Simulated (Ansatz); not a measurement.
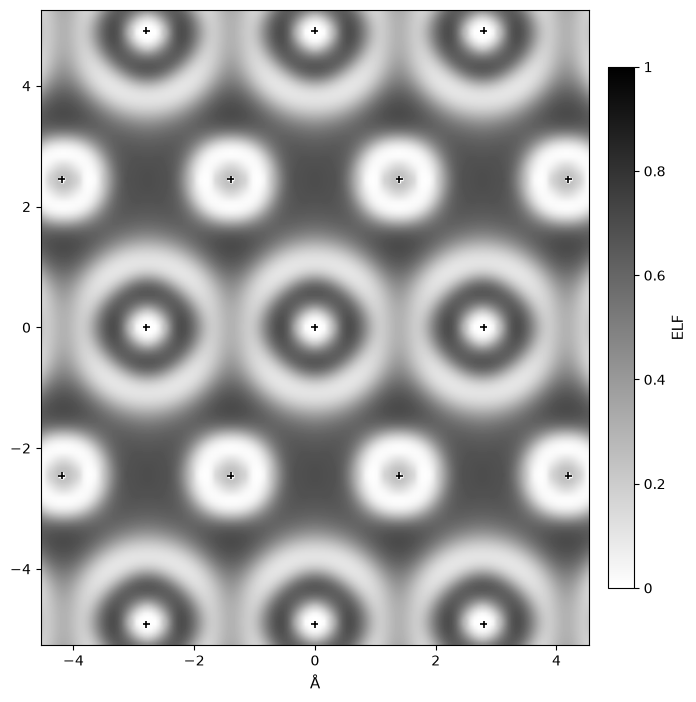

The electron localisation function on a plane through atoms (crosses mark nuclei in the plane).

The calculation used DFT PBEsol, scalar-relativistic, plane waves, PAW in Ansatz.

Candidates:
A. TiAl, a = 2.79 Å, b = 2.79 Å, c = 4.04 Å, α = 90.00°, β = 90.00°, γ = 90.00°. Space group P4/mmm; a structure from a database of computed crystals, not necessarily the ambient phase; computed without spin polarisation.
B. Ge, a = 5.67 Å, b = 5.67 Å, c = 5.67 Å, α = 90.00°, β = 90.00°, γ = 90.00°. Space group Fd-3m; a structure from a database of computed crystals, not necessarily the ambient phase.

Question: Which candidate gave the map?

Answer: Candidate A: TiAl on the (011) plane of the conventional cell, which holds Ti and Al. Ti–Ti (2.79 Å): the ELF is about 0.30 at the midpoint. Al–Al (2.79 Å): the ELF peaks at about 0.70 between the atoms.
